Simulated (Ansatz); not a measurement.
**Run report: Sn32HO31 (charge −1), single-point calculation (part 1 of 2)**

Sn32HO31 (defect cell, 64 atoms in the cell, total charge −1), computed with DFT PBE, scalar-relativistic, plane waves, PAW, spin-polarised (Ansatz 0.2.0).

The structure derives from an entry of the Crystallography Open Database.

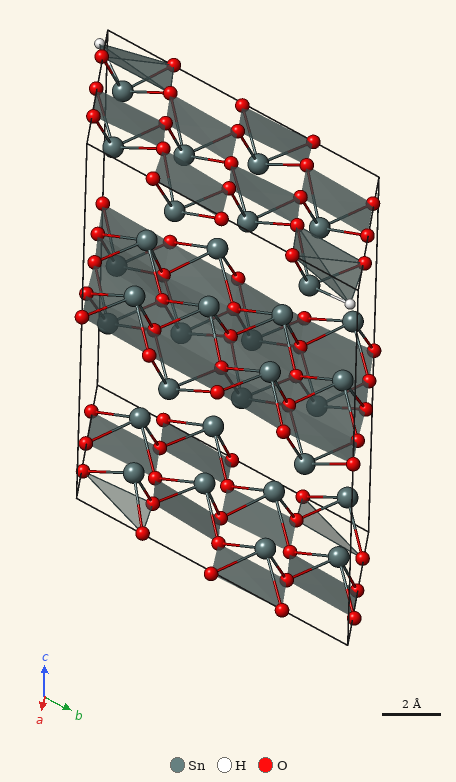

Fig. 1: The structure as given in the input (polyhedral view of the cell of the calculation, seen at an oblique angle; polyhedra are completed across the faces of the cell). An atom can appear more than once, as a periodic image.

**Input**
```yaml
crystal:
  lattice:
    - [-7.5972, -7.5972, 0.0]
    - [7.5972, -7.5972, 0.0]
    - [0.0, 7.5972, 9.6816]
  atoms:
    - { symbol: Sn, position: [0.9328116781, 0.1844861555, 0.6243410046] }
    - { symbol: Sn, position: [0.9324159729, 0.2007266155, 0.1330162452], spin: 0.2 }
    - { symbol: Sn, position: [0.6921259861, 0.439872977, 0.6245141614] }
    - { symbol: Sn, position: [0.9383385084, 0.686722653, 0.1234196247] }
    - { symbol: Sn, position: [0.4334963777, 0.1916098631, 0.6252373657] }
    - { symbol: Sn, position: [0.6805187588, 0.4426648737, 0.1235436672] }
    - { symbol: Sn, position: [0.9337000914, 0.6845065696, 0.6186722536] }
    - { symbol: Sn, position: [0.43678788, 0.1855131575, 0.123131955] }
    - { symbol: Sn, position: [0.6866159202, 0.9374930475, 0.1230816898] }
    - { symbol: Sn, position: [0.1922590018, 0.4334652204, 0.6251759403] }
    - { symbol: Sn, position: [0.4434270194, 0.6807441061, 0.1235102203] }
    - { symbol: Sn, position: [0.6850447674, 0.9339074706, 0.6185549482] }
    - { symbol: Sn, position: [0.1853887877, 0.4368555427, 0.1233436343] }
    - { symbol: Sn, position: [0.4393087869, 0.6914761451, 0.6240675882] }
    - { symbol: Sn, position: [0.2014705549, 0.9326162009, 0.1335655619], spin: 0.2 }
    - { symbol: Sn, position: [0.1848958675, 0.9325462589, 0.6241392806] }
    - { symbol: Sn, position: [0.8195513913, 0.3125081952, 0.3798567835] }
    - { symbol: Sn, position: [0.5608915047, 0.0672772808, 0.3800054493] }
    - { symbol: Sn, position: [0.8100426142, 0.3136909281, 0.8785092742] }
    - { symbol: Sn, position: [0.5651082374, 0.068174331, 0.8784050692] }
    - { symbol: Sn, position: [0.8108893135, 0.8105798742, 0.8752573601], spin: 0.2 }
    - { symbol: Sn, position: [0.3198675039, 0.318985188, 0.3800711838] }
    - { symbol: Sn, position: [0.5653598252, 0.5645571806, 0.8747552927] }
    - { symbol: Sn, position: [0.8134973764, 0.8129574392, 0.3741691504] }
    - { symbol: Sn, position: [0.0608189427, 0.0608476002, 0.380036949] }
    - { symbol: Sn, position: [0.3097189115, 0.3101644611, 0.8747117947] }
    - { symbol: Sn, position: [0.5609003385, 0.5609411937, 0.3742116174] }
    - { symbol: Sn, position: [0.0647414383, 0.0649065289, 0.8751893049], spin: 0.2 }
    - { symbol: Sn, position: [0.3135030423, 0.8101621282, 0.8784574754] }
    - { symbol: Sn, position: [0.0688151898, 0.565279078, 0.8785993097] }
    - { symbol: Sn, position: [0.3130134359, 0.8189930075, 0.3797258485] }
    - { symbol: Sn, position: [0.0668025255, 0.5605695316, 0.3797737935] }
    - { symbol: H, position: [-0.030360766, -0.0298144621, -0.0603714948], spin: 0.2 }
    - { symbol: O, position: [0.0007395477, 0.0004497354, 0.5111203096] }
    - { symbol: O, position: [0.0090154379, 0.5000313523, 0.5091583161] }
    - { symbol: O, position: [0.4959645005, -0.0042181067, -0.0081911409] }
    - { symbol: O, position: [0.7481335279, 0.2477326813, 0.4956583364] }
    - { symbol: O, position: [-0.0040797321, 0.4960308596, -0.0083899435] }
    - { symbol: O, position: [0.5002825321, 0.0089030549, 0.5089511042] }
    - { symbol: O, position: [0.7527173899, 0.2617383098, 0.0146467414] }
    - { symbol: O, position: [0.5107910043, 0.5106084157, 0.5113633824] }
    - { symbol: O, position: [0.7566181745, 0.7560176298, 0.0051294156] }
    - { symbol: O, position: [0.2442822928, 0.2438125452, 0.4878715736] }
    - { symbol: O, position: [0.4934417668, 0.4931772531, -0.0134088094] }
    - { symbol: O, position: [0.7443887611, 0.7442615713, 0.4887301011] }
    - { symbol: O, position: [0.2490573093, 0.2493049633, 0.0052575655] }
    - { symbol: O, position: [0.2625876377, 0.7532231158, 0.0149931084] }
    - { symbol: O, position: [0.2476050759, 0.7475205018, 0.4951968059] }
    - { symbol: O, position: [0.7581415924, 0.0053283818, 0.0014843134] }
    - { symbol: O, position: [0.0025447315, 0.2486126189, 0.5065758176] }
    - { symbol: O, position: [0.7434041439, -0.0021674658, 0.4940794645] }
    - { symbol: O, position: [-0.0046194624, 0.2430389324, 0.0004046012] }
    - { symbol: O, position: [0.7509299986, 0.4959874178, 0.4940235682] }
    - { symbol: O, position: [0.0057215347, 0.7580465458, 0.0007820945] }
    - { symbol: O, position: [0.2435085727, -0.0036493454, 0.0016341986] }
    - { symbol: O, position: [0.5048308993, 0.2579157736, 0.5067623312] }
    - { symbol: O, position: [0.7502261536, 0.504091255, 0.0024486284] }
    - { symbol: O, position: [-0.0013095341, 0.7437403024, 0.4954691876] }
    - { symbol: O, position: [0.2482259844, 0.001453601, 0.505304302] }
    - { symbol: O, position: [0.4972868326, 0.2512859991, 0.0006003024] }
    - { symbol: O, position: [0.2572266841, 0.5035437188, 0.5050406999] }
    - { symbol: O, position: [0.5037161217, 0.7490240115, 0.0005464832] }
    - { symbol: O, position: [0.2523720534, 0.4984391249, 0.0022427056] }
    - { symbol: O, position: [0.4967653428, 0.7514258199, 0.4952457594] }
magnetization:
  spin_polarized: true
total_charge: -1
basis:
  ecutwfc: 420
  fft_grid_basis: typed
kpoints:
  mp_grid: { grid: [1, 1, 1] }
hamiltonian:
  xc: pbe
  pseudopotentials: { kind: paw }
scf:
  occupations: { method: gaussian, width: 0.05 }
output:
  forces: true
  stress: false
  eigenvalues: true
  bader: true
  write_density: true
  volumetric_format: npy
  populations: true
```

Command:
```bash
ansatz run input.yaml --threads 8 --pin off --max-ram 16384MiB --backend cpu --events-out ev --progress --plain --runs-dir out
```

**The program's output**
```
Engine: ansatz 0.2.0, aarch64-unknown-linux-gnu
Pseudopotentials: kind: paw
Pseudopotential: Sn, paw, valence charge 14, recommended cutoff 420 eV (normal), Sn.paw.azcp
Pseudopotential: H, paw, valence charge 1, recommended cutoff 420 eV (normal), H.paw.azcp
Pseudopotential: O, paw, valence charge 6, recommended cutoff 420 eV (normal), O.paw.azcp
Functional definition: PBE
  parameter kappa = 0.804
  parameter beta = 0.06672455060314922
  exchange = pbe_x(kappa = kappa, mu = beta*pi^2/3)
  correlation = pbe_c(beta = beta)
Crystal: 64 atoms, lattice volume = 1117.594 Å³
Basis set: ecut = 420 eV, 21881 PW (Γ), exchange–correlation on 144×144×180 points (8 copies of the dense FFT grid, shifted against one another)
Bands: 383, of which v1, the nominal top of the filled ones, is band 318 counted from 1 (317 counted from 0)
Symmetry: 1 space group operations
Space group: P1 (ITA 1), of the structure as read, at distance tolerance 1.0e-4 Å
Magnetic group: BNS 1.1 (UNI 1), of the structure as read, at distance tolerance 1.0e-4 Å
k-points: 1
Non-local potential: Sn, projectors of the file, l = 0: 2, l = 1: 2, l = 2: 2, l = 3: 2
Non-local potential: H, projectors of the file, l = 0: 2, l = 1: 1
Non-local potential: O, projectors of the file, l = 0: 2, l = 1: 2, l = 2: 1
PAW form: soft (Blöchl's): semilocal exchange-correlation on the pseudo side does not see the compensation charge
PAW one-centre angular grid: Sn, 590 points (default); XC on 64 Gauss nodes
PAW one-centre angular grid: H, 110 points (default); XC on 64 Gauss nodes
PAW one-centre angular grid: O, 110 points (default); XC on 64 Gauss nodes
Initial density: superposition of atomic densities (chi_scale 0.1, normalization cell, long waves kept (reshape's long-wave potential 0.35 eV rms))
Starting moments: Σ|m| = 1 μB on 5 of 64 sites
Initial wavefunctions: pseudopotential atomic-orbital guess
Functional: x = pbe(κ = 0.804, μ = 0.2195149727645171), c = pbe(β = 0.06672455060314922)
SCF iter   1: F=—  HF=-210382.428971 eV  |F-HF|=—  |Δ(HF+E_count)|=         —  Δρ=2.71e-2 (↑2.58e-2 ↓2.71e-2)  dr2=4.66e1  dr2_m=1.19e-1  M=0.000 μB ∫|m|=0.134 μB  β_m=0.30  ethr=3.10e-3  ⟨swp⟩=5.0  Hψ=3078  notcnv=0  defer=50
preconditioner: auto → Resta (q_TF=auto, 2.484 Å⁻¹)  ε∞=3.3  [insulator: Δε(μ)=0.660 eV  Ē_g=18.298 eV  σ=0.050 eV  W_gap=1.00  n_scr=290 (ndim 8)  ℏωp=28.0 eV  f_vac=0.000  D(μ)=0.00/eV (n_scr^D=0)  ε∞_Penn≈3.3]
spin=Collinear: Resta preconditioning applied to the charge; magnetization (m = ρ↑ − ρ↓) channel mixes plain (no charge-response kernel on spin).
SCF iter   2: F=—  HF=-210374.708261 eV  |F-HF|=—  |Δ(HF+E_count)|=    7.72e0  Δρ=1.58e-2 (↑1.48e-2 ↓1.58e-2)  dr2=1.51e1  dr2_m=5.93e-2  M=0.000 μB ∫|m|=0.096 μB  β_m=0.30  ethr=3.10e-3  ⟨swp⟩=4.0  Hψ=1530  notcnv=0  defer=122
SCF iter   3: F=—  HF=-210371.445805 eV  |F-HF|=—  |Δ(HF+E_count)|=    3.26e0  Δρ=7.39e-3 (↑6.99e-3 ↓7.39e-3)  dr2=2.58e0  dr2_m=3.01e-2  M=0.000 μB ∫|m|=0.073 μB  β_m=0.30  ethr=2.38e-3  ⟨swp⟩=3.0  Hψ=1290  notcnv=0  defer=122
SCF iter   4: F=—  HF=-210371.099710 eV  |F-HF|=—  |Δ(HF+E_count)|=   3.46e-1  Δρ=3.39e-3 (↑3.39e-3 ↓3.23e-3)  dr2=3.34e-1  dr2_m=1.53e-2  M=0.000 μB ∫|m|=0.062 μB  β_m=0.30  ethr=4.05e-4  ⟨swp⟩=4.5  Hψ=1642  notcnv=0  defer=110
SCF iter   5: F=—  HF=-210371.138843 eV  |F-HF|=—  |Δ(HF+E_count)|=   3.91e-2  Δρ=1.30e-3 (↑1.30e-3 ↓1.27e-3)  dr2=3.58e-2  dr2_m=7.83e-3  M=0.000 μB ∫|m|=0.044 μB  β_m=0.30  ethr=5.26e-5  ⟨swp⟩=4.0  Hψ=1311  notcnv=0  defer=110
SCF iter   6: F=—  HF=-210371.152727 eV  |F-HF|=—  |Δ(HF+E_count)|=   1.39e-2  Δρ=8.12e-4 (↑8.12e-4 ↓7.90e-4)  dr2=1.05e-2  dr2_m=4.01e-3  M=0.000 μB ∫|m|=0.035 μB  β_m=0.30  ethr=5.62e-6  ⟨swp⟩=2.0  Hψ=906  notcnv=0  defer=110
SCF iter   7: F=—  HF=-210371.159430 eV  |F-HF|=—  |Δ(HF+E_count)|=   6.70e-3  Δρ=4.99e-4 (↑4.99e-4 ↓4.92e-4)  dr2=1.16e-3  dr2_m=2.07e-3  M=0.000 μB ∫|m|=0.027 μB  β_m=0.30  ethr=1.66e-6  ⟨swp⟩=2.0  Hψ=1286  notcnv=0  defer=110
Mixer restart at iter 7: flushing history
spin-set hold released at iteration 7 (site moments contracting): the magnetisation degrees of freedom join the quasi-Newton model from the next iteration; the mixer history was flushed
SCF iter   8: F=—  HF=-210371.160527 eV  |F-HF|=—  |Δ(HF+E_count)|=   1.10e-3  Δρ=3.58e-4 (↑3.57e-4 ↓3.58e-4)  dr2=6.47e-4  dr2_m=1.07e-3  M=0.000 μB ∫|m|=0.022 μB  β_m=0.65  ethr=1.83e-7  ⟨swp⟩=2.0  Hψ=898  notcnv=0  defer=110
SCF iter   9: F=—  HF=-210371.162226 eV  |F-HF|=—  |Δ(HF+E_count)|=   1.70e-3  Δρ=5.23e-5 (↑5.23e-5 ↓4.03e-5)  dr2=7.43e-5  dr2_m=8.41e-6  M=0.000 μB ∫|m|=0.005 μB  β_m=0.69  ethr=1.02e-7  ⟨swp⟩=2.5  Hψ=1341  notcnv=0  defer=110
SCF iter  10: F=—  HF=-210371.163250 eV  |F-HF|=—  |Δ(HF+E_count)|=   1.02e-3  Δρ=3.02e-5 (↑2.51e-5 ↓3.02e-5)  dr2=3.11e-5  dr2_m=1.75e-6  M=0.000 μB ∫|m|=0.002 μB  β_m=0.73  ethr=1.17e-8  ⟨swp⟩=2.0  Hψ=1080  notcnv=0  defer=110
SCF iter  11: F=—  HF=-210371.163271 eV  |F-HF|=—  |Δ(HF+E_count)|=   2.08e-5  Δρ=1.42e-5 (↑1.42e-5 ↓1.23e-5)  dr2=1.06e-5  dr2_m=1.97e-7  M=0.000 μB ∫|m|=0.001 μB  β_m=0.71  ethr=4.90e-9  ⟨swp⟩=2.0  Hψ=970  notcnv=0  defer=110
SCF iter  12: F=—  HF=-210371.163275 eV  |F-HF|=—  |Δ(HF+E_count)|=   4.23e-6  Δρ=4.62e-6 (↑4.62e-6 ↓4.58e-6)  dr2=1.10e-6  dr2_m=7.76e-9  M=0.000 μB ∫|m|=0.000 μB  β_m=0.67  ethr=1.67e-9  ⟨swp⟩=2.0  Hψ=939  notcnv=0  defer=110
SCF iter  13: F=—  HF=-210371.163275 eV  |F-HF|=—  |Δ(HF+E_count)|=   2.61e-7  Δρ=2.27e-6 (↑2.19e-6 ↓2.27e-6)  dr2=1.63e-7  dr2_m=1.29e-8  M=-0.000 μB ∫|m|=0.000 μB  β_m=0.66  ethr=1.73e-10  ⟨swp⟩=2.0  Hψ=972  notcnv=0  defer=110
SCF iter  14: F=—  HF=-210371.163275 eV  |F-HF|=—  |Δ(HF+E_count)|=   2.15e-8  Δρ=8.54e-7 (↑8.54e-7 ↓7.81e-7)  dr2=1.24e-8  dr2_m=4.29e-9  M=-0.000 μB ∫|m|=0.000 μB  β_m=0.76  ethr=1.57e-11  ⟨swp⟩=12.5  Hψ=3723  notcnv=0
SCF iter  15: F=-210371.163275 eV  HF=-210371.163275 eV  |F-HF|=8.91e-9  |Δ(HF+E_count)|=   1.27e-8  Δρ=5.52e-7 (↑5.10e-7 ↓5.52e-7)  dr2=1.09e-8  dr2_m=3.77e-10  M=-0.000 μB ∫|m|=0.000 μB  ethr=1.95e-12  ⟨swp⟩=3.0  Hψ=1652  notcnv=0
SCF 1 converged in 15 iterations: F = -210371.163275 eV  dr2 = 1.09e-8
  greatest PAW one-centre occupation: 0.993 electrons in one spin orbital (limit 2), on the Sn atom at site 17 (counted from 0), in its partial waves of l = 2
```

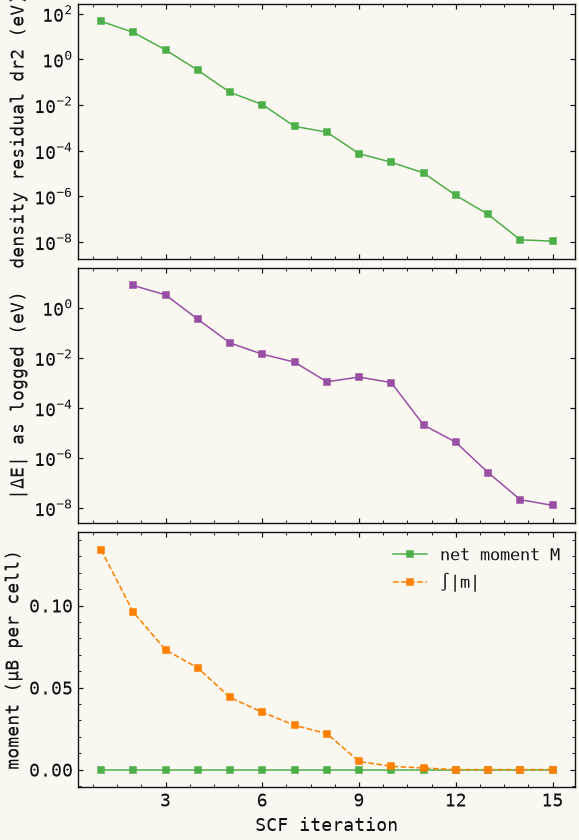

Fig. 2: Convergence of the self-consistent field: density residual dr2, size of the energy change and magnetic moment against the SCF iteration. The residual falls at every step. The net moment stays at 0.0 μB per cell, and ∫|m| falls to zero.

```
WARN: the starting moments were not kept: the SCF closed with an absolute magnetisation of 3.0e-5 μB, where they sum to 1 μB in size (5 sites). That is at most 0.1 of that sum. Measured as dr2_m measures the in/out step, that magnetisation stands 6.6e-11 eV from none, at or under the dr2_threshold of 1.0e-7 eV: it is no larger than a step whose dr2_m would equal this threshold. The system may hold no moment; this SCF shows only that its start led to no more than that. To try another start: raise the starting moments (crystal.atoms[].spin, magnetization.per_species, magnetization.initial_magnetization, or on a non-collinear deck that types none of these the spinor_matrix: blocks that start its atoms; where the total moment is fixed, keep their sum and leave initial_magnetization as it is; typed ones take the place of any that the run laid by itself, positive ones on a crystal's lanthanoids without a Hubbard term where scf.initial_density.shell_occupations: [] is typed) or, if the notice of its spin-set hold's release reads "site moments contracting" or "site moments show no strong build", lengthen the hold (scf.mixing.spin_hold: { on: { confirm: 4 } }; for m-r²SCAN on two components see the key's manual first). Each may lead to a state that holds a moment. A second SCF, from the converged charge density, with the starting moments and any scf.initial_density.shell_occupations laid on it anew, would have followed, and was not run: the deck does not ask for one (magnetization.retry_lost_moments is false, the default). To let it run, set magnetization.retry_lost_moments: true and run the deck again, where that key's refused combinations let it; where memory then withholds it, that run's warning says so.
SCF converged after 15 iterations
Magnetization: -0.0000 μB (318.0000 up, 318.0000 down)
Absolute magnetization: 0.0000 μB (∫|ρ↑−ρ↓|, with the PAW one-centre terms)
Spin contamination: 0.0000 ħ² per cell (⟨S²⟩ above its minimum at these occupations)
Per-site moments (μB) at R_I (Å): [(-3.459250586308961e-8, 0.9099615976134667), (-3.696922303010168e-8, 0.8902327155668388), (-3.464639677015198e-8, 0.910101674555919), (1.907273397968527e-8, 0.9177783900168667), (1.817867656166525e-8, 0.9093954921136107), (1.715449931775491e-8, 0.9046489016285175), (2.6051981927187372e-8, 0.9185111920787303), (1.920616364642289e-8, 0.9183010811893979), (1.8977076260860865e-8, 0.9183681583309183), (1.8484881500439924e-8, 0.9097037679779459), (1.7215733905398167e-8, 0.9044520254664364), (2.599355100255224e-8, 0.9188061993061127), (1.8793008096121422e-8, 0.9179024198268328), (-3.486592183640127e-8, 0.9100029596177119), (-3.757359303073036e-8, 0.8901322332455941), (-3.5121385580595505e-8, 0.9098328288352849), (4.552669900508147e-8, 0.9121726391278772), (4.5819175963081663e-8, 0.9116015753657336), (-1.7443416025513627e-10, 0.9183343080585981), (2.6590766267502205e-10, 0.9184375058962193), (5.0356534613710644e-8, 0.836437986353864), (2.886862444330888e-8, 0.91755302480194), (2.094198134490881e-8, 0.9158414400087589), (5.194724250661434e-8, 0.9136771036006291), (2.8796115873908832e-8, 0.9177156385916928), (2.103278665906748e-8, 0.9151679109858373), (5.19742871136595e-8, 0.9133876481313136), (5.069815250709645e-8, 0.8373469836425157), (1.944683524139109e-10, 0.9177583892093141), (1.8684849747724078e-10, 0.9182628903969566), (4.497252541677256e-8, 0.912771409175473), (4.51011332213711e-8, 0.9130276111805502), (-4.907638256183224e-6, 0.836437986353864), (3.001100847261558e-8, 0.9098328288352849), (8.069398806156703e-9, 0.9097037679779459), (7.384662891660642e-8, 0.9177583892093141), (9.271251889344517e-8, 0.9152465100202678), (7.403803178906208e-8, 0.9182628903969566), (8.187305697266174e-9, 0.9093954921136107), (3.69809386122087e-7, 0.8902327155668388), (2.9034893789577538e-8, 0.9100029596177119), (1.8864032055984274e-7, 0.9102837753272669), (-4.05840442007007e-8, 0.91755302480194), (3.555937325263769e-8, 0.9151679109858373), (7.774084235613237e-8, 0.9133876481313136), (1.9003000929324042e-7, 0.9105771709320828), (3.6642125703862425e-7, 0.8901322332455941), (9.309305066294736e-8, 0.9155132138944332), (8.707422635563628e-7, 0.9150265480995001), (-1.2128757029153133e-8, 0.9183243596294768), (1.4421461397923578e-7, 0.9116015753657336), (8.591609647940841e-7, 0.9167605854711752), (1.472835538900503e-7, 0.9121726391278772), (8.589844298324662e-7, 0.9163755484808414), (8.685945238079004e-7, 0.9149597304531393), (-1.0046583948164836e-8, 0.9179469828165608), (3.1198621115548657e-8, 0.9199963341445729), (1.4694128484290085e-7, 0.9130276111805502), (-1.150706204781066e-8, 0.9190358288658184), (3.018917274681823e-8, 0.9206987962463918), (-1.276366382067534e-8, 0.9192211101928416), (2.8707982959173183e-8, 0.9205000149696058), (2.927045845907509e-8, 0.9199844007728863), (1.4328433523343524e-7, 0.912771409175473)]
Free energy (F): -210371.163275 eV
Harris-Foulkes:  -210371.163275 eV  (|F-HF|=8.91e-9)
Internal energy: -210371.163275 eV  (E = F + TS)
E sigma→0 (E₀):  -210371.163275 eV
Fermi energy:    10.012948 eV
```
